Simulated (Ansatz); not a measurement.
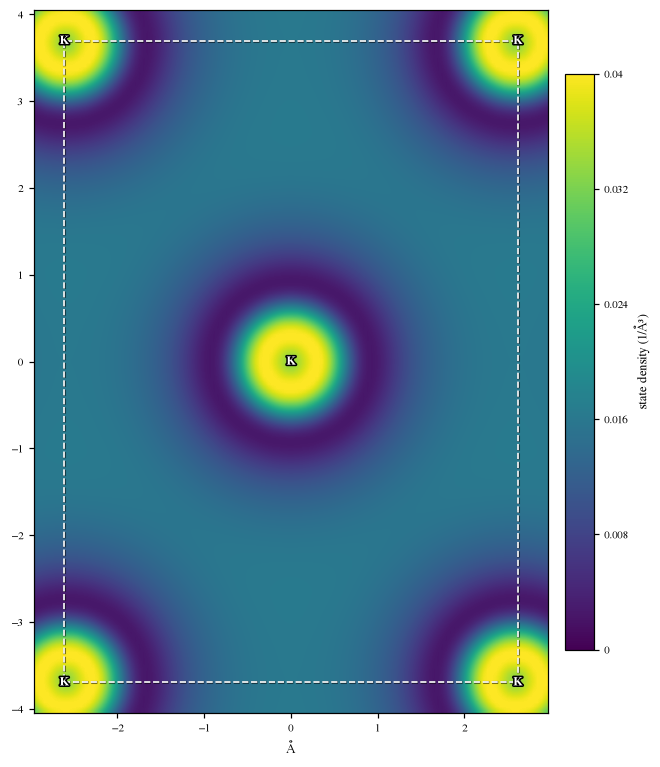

Figure. K. Density of the Kohn–Sham states from −0.25 to +0.25 eV about the Fermi level (the states at the Fermi level), scaled to one electron a cell: a map on the (110) plane of the conventional cell.

Space group Im-3m.

Computed with DFT PBE, scalar-relativistic, plane waves, PAW in Ansatz.

Core electrons are frozen (PAW), so the fields are smoothed inside the atomic spheres.

What is the character of these states?

Answer. Projected on a minimal set of atomic orbitals (Löwdin), they are K 4s (over 95 %).
